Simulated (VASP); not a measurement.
Al

```
Al
1.0
     4.48524    0.00000    0.00000
    -2.24262    3.88433    0.00000
     0.00000    0.00000    2.77687
Al
3
Direct
  0.00000 0.00000 0.00000
  0.33333 0.66667 0.50000
  0.66667 0.33333 0.50000
```

Space group P6/mmm; a generated structure, not necessarily the stable one; changed on purpose from its base cell (volume × 0.92); computed pressure about 7 GPa in this cell.

Level of theory: VASP, Kohn-Sham DFT of a periodic cell, RPBE, VASP PAW PBE potentials, recommended.

Core electrons are frozen (PAW), and the valence fields are smoothed inside the atomic spheres.

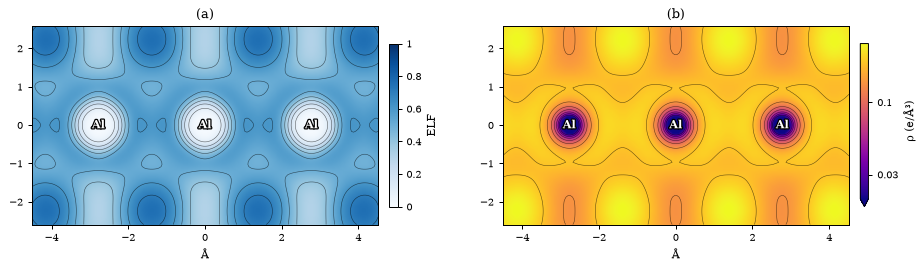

Figure 1. (a) electron localisation function; (b) valence pseudo-density on the (11̄0) plane of the conventional cell.

What does the map show?

Atoms in the plane: Al. Al–Al (2.78 Å): ρ at the midpoint is about 0.21 e/Å³; the ELF peaks at about 0.60 between the atoms. Between the atoms the lowest density in this plane is 0.14 e/Å³.

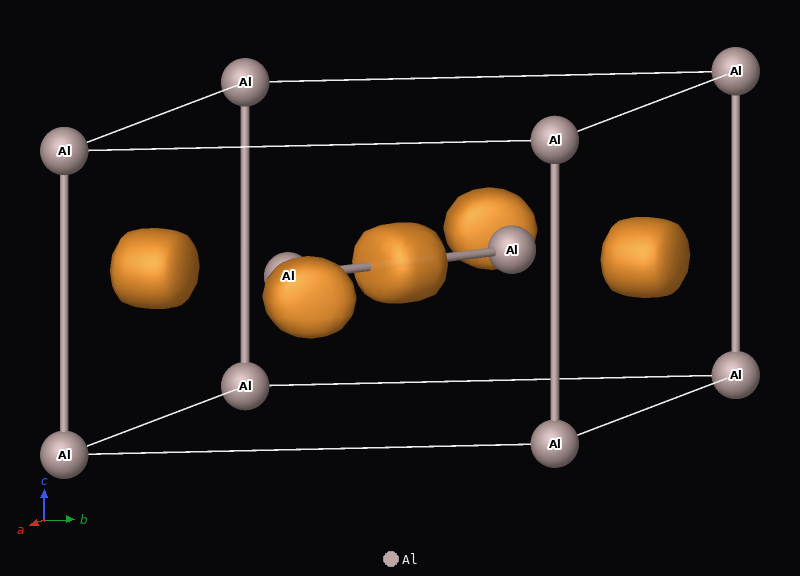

Figure 2. Isosurface of the electron localisation function at 0.7 (orange), seen slightly off an axis. Core shells and regions of very low density are left out. Sticks mark near contacts.

What do the ELF domains correspond to?

The ELF exceeds this value in three regions between bonded Al–Al atoms (shared pairs), counted in one cell of 3 atoms. Any copies at cell faces, edges or corners count once. Along the contacts the grid gives the following. Al–Al (2.59 Å): the ELF peaks at about 0.75 between the atoms.
